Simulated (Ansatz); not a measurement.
**Rh: density, localisation and related maps**

Input file:

```
crystal:
  lattice:
    - [2.7309790422, 0.0, 0.0]
    - [-1.3654895211, 2.3650972278, 0.0]
    - [0.0, 0.0, 4.428489]
  atoms:
    - { symbol: Rh, position: [0.6666666667, 0.3333333333, 0.75], spin: 1.2 }
    - { symbol: Rh, position: [0.3333333333, 0.6666666667, 0.25], spin: 1.2 }
magnetization:
  spin_polarized: true
  initial_magnetization: 2.4
  spin_locking: { lock_magnetization: hard }
kpoints:
  mp_grid: { grid: [16, 16, 9] }
scf:
  occupations: { method: fermi_dirac, width: 0.05 }
  lower_state_search: "off"
hamiltonian:
  xc: lda
  pseudopotentials: { kind: paw }
output:
  forces: true
  stress: true
  eigenvalues: true
  write_density: true
  write_potential: true
  elf: true
  volumetric_format: npy
```

Command:

```sh
ansatz run input.yaml --threads 1 --pin off --max-ram 3072MiB --backend cpu --events-out ev --progress --plain --runs-dir out
```

Below, planes, directions and counts refer to the conventional cell (a = 2.73 Å, b = 2.73 Å, c = 4.43 Å, α = 90.00°, β = 90.00°, γ = 120.00°).

Space group P6₃/mmc; a structure from a database of computed crystals, not necessarily the ambient phase; computed pressure about −11 GPa in this cell; spin-polarised.

These are results of DFT, LDA, PAW with Ansatz's default frozen-core files, scalar-relativistic (Ansatz 0.2.0), not measurements.

Core electrons are frozen (PAW), and the valence fields are smoothed inside the atomic spheres.

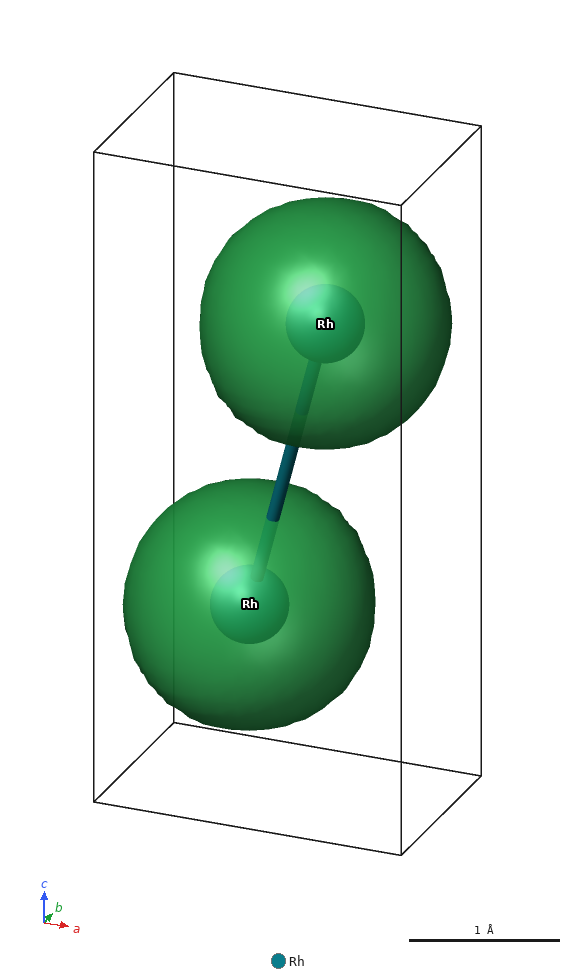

Figure 1. Isosurface of the spin density (up minus down) at +0.15 e/Å³ (green), seen slightly off an axis. Sticks mark near contacts.

Where is the spin, and how is it ordered?

The spin density sits on Rh: +1.2 μB (×2) in one cell of 2 atoms: parallel main moments (a ferromagnetic arrangement) in this solution. The cell of the calculation (2 atoms) carries 2.4 μB of net spin moment.

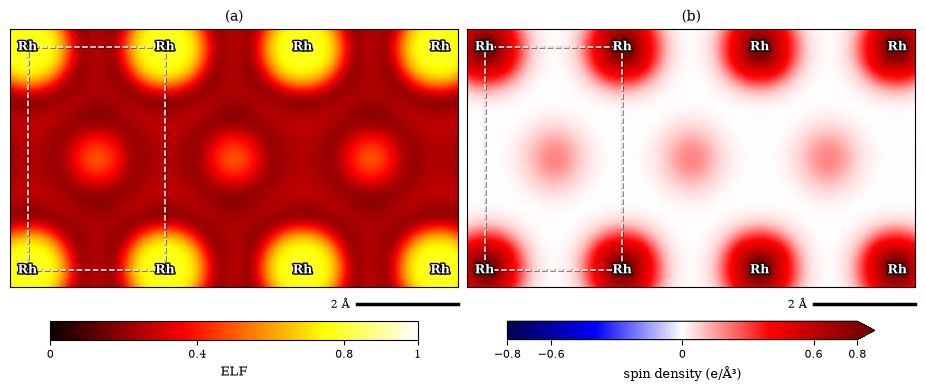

Figure 2. (a) electron localisation function; (b) magnetisation density (up minus down) on the (010) plane of the conventional cell.

What do the fields say about this system?

- The plane passes through Rh nuclei.
- Atoms just off the plane (Rh, 0.8 Å away) can leave unmarked features too.
- Rh–Rh (2.73 Å): the ELF is about 0.25 at the midpoint (no shared electron pair shows on this line).
- The features right at Rh lie inside the PAW spheres, where the map follows smoothed inner orbitals and isn't to be read closely.

Metal or insulator at this level of theory?

It is metallic or semimetallic at this level of theory: no gap opens.
